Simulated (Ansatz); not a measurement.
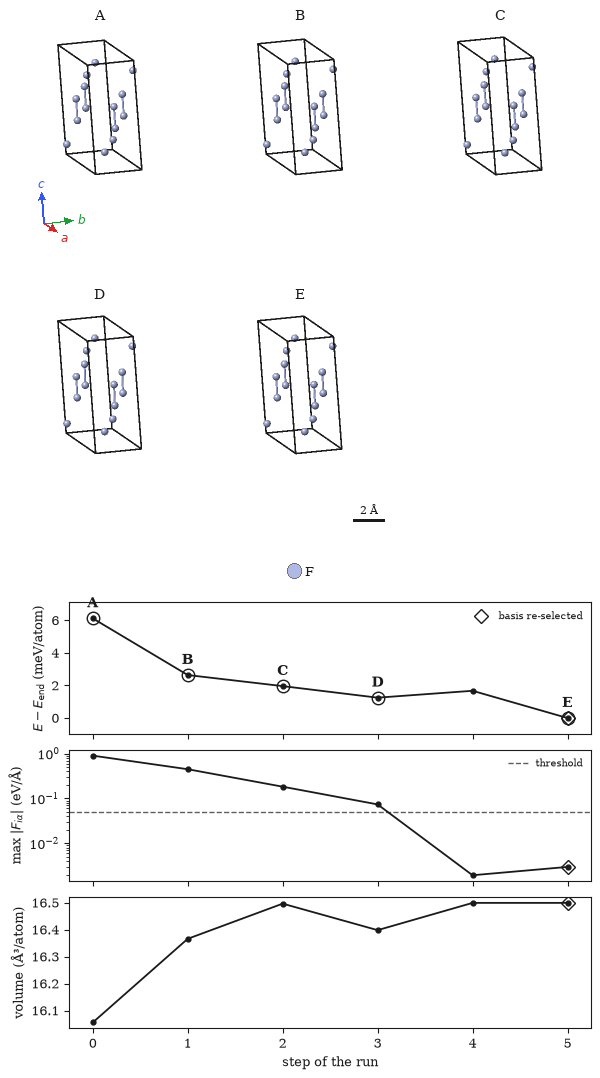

Frames of a relaxation of crystalline F (set up in C2/m) (coarse preliminary run), marked on the history of the run. The picture is a ball-and-stick view of the conventional cell (2 times the calculation's cell), seen slightly off an axis. Lengths and directions refer to the drawn axes.

These are results of DFT PBE+D3(BJ), scalar-relativistic, plane waves, PAW (Ansatz), not measurements.

The input:
```yaml
crystal:
  lattice:
    - [2.75, -1.64, 0.0]
    - [2.75, 1.64, 0.0]
    - [-1.53601, 0.0, 7.12002]
  atoms:
    - { symbol: F, position: [0.0504, 0.0504, 0.0996] }
    - { symbol: F, position: [0.9496, 0.9496, 0.9004] }
    - { symbol: F, position: [0.505, 0.505, 0.6] }
    - { symbol: F, position: [0.495, 0.495, 0.4] }
basis:
  ecutwfc: 420
kpoints:
  mp_grid: { grid: [8, 8, 4] }
hamiltonian:
  xc: pbe
  dispersion: d3bj
scf:
  occupations: { method: gaussian, width: 0.1 }
output:
  forces: true
  stress: true
  eigenvalues: true
relax:
  adjacent_minimum: "off"
  f_tol: 0.05
  max_steps: 80
  cell: { stress_tol: 0.5 }
```

Run as
```bash
ansatz run input.yaml --threads 1 --pin off --max-ram 2560MiB --backend cpu --events-out ev --progress --plain --runs-dir out
```

**What happens along the run?**

The largest moves relative to the cell, 0.050 Å, are those of F1 and F2. F2 goes along [−1 0 1]. The drawn cell changes as follows: a 5.500 → 5.514 Å (+0.3 %), b 3.280 → 3.267 Å (−0.4 %), c 7.284 → 7.492 Å (+2.9 %), β 102.2° → 102.0°; the volume changes by +2.8 %. Some distances before and after: F3–F4 1.446 → 1.416 Å, F1–F2 1.440 → 1.416 Å. The space group stays C2/m (No. 12). Over 4 accepted moves (5 points after the start) the energy falls by 6.1 meV per atom. The largest force component goes from 0.9 to 0.003 eV/Å. Pressure: −1.61 GPa at the start and 0.22 GPa at the end. The SCF was repeated once at an unchanged geometry on a basis and grid sized afresh for the cell, which shifted the energy by 1.7 meV per atom at most. The run took 26 s on 1 thread of Arm Neoverse V1, with other jobs on the host, peak memory 0.35 GiB. From step 0 to 1: F atoms move most (0.03 Å), volume +1.9 %, energy −3.5 meV per atom. From step 1 to 2: F atoms move most (0.06 Å), volume +0.8 %, energy −0.7 meV per atom. From step 2 to 3: F atoms move most (0.08 Å), volume −0.6 %, energy −0.7 meV per atom. From step 3 to 5: F atoms move most (0.03 Å), volume +0.6 %, energy −1.3 meV per atom.
